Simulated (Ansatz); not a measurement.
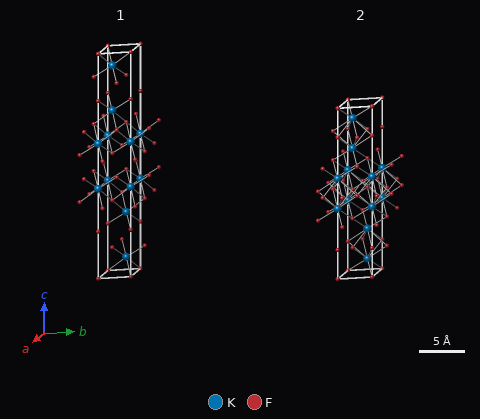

Two geometries of crystalline K2F3 (built on the tetradymite_166 type), drawn at one scale. One is the start of a relaxation, the other its converged end. Style: ball-and-stick. Shown: the conventional cell (3 times the calculation's cell), slightly off an axis. Lengths and directions refer to the drawn axes.

All numbers below come from DFT PBE, scalar-relativistic, plane waves, PAW in Ansatz 0.2.0. Set-up: plane-wave cutoff 420 eV; k-point mesh 12 × 12 × 12; occupations gaussian; smearing width 0.1 eV; collinear spin; cell and atoms relaxed; force threshold 0.01 eV/Å; at most 80 steps.

Question: Which of the two is the end point?

Answer: Structure 2 is the relaxed one. Case: tetradymite type (R-3m, No. 166). The largest moves relative to the cell, 0.78 Å, are those of F atoms. Largest moves by element: F 0.78 Å, K 0.24 Å. The drawn cell changes as follows: a = b 3.759 → 3.978 Å (+5.8 %), c 26.137 → 19.860 Å (−24.0 %); the volume changes by −14.9 %. Some distances before and after: K–K 5.227 → 3.499 Å, F–K 4.318 → 2.933 Å, F–K 2.635 → 2.842 Å, F–K 2.783 → 2.776 Å. New bonds form: F–K (4.32 → 2.93 Å). Bond angles that change, for instance: K–F–K 95.0° → 88.5°, K–F–K 85.0° → 91.5°, F–K–F 85.0° → 91.5°. The space group stays R-3m (No. 166). Over 15 accepted moves (18 points after the start) the energy falls by 0.624 eV per cell of the calculation. Largest force component: 0.25 eV/Å at the start, 0.00071 eV/Å at the end. The pressure goes from −0.19 to 0.00 GPa. The SCF was repeated 3 times at an unchanged geometry on a basis and grid sized afresh for the cell, which shifted the energy by 12.5 meV per cell of the calculation at most.
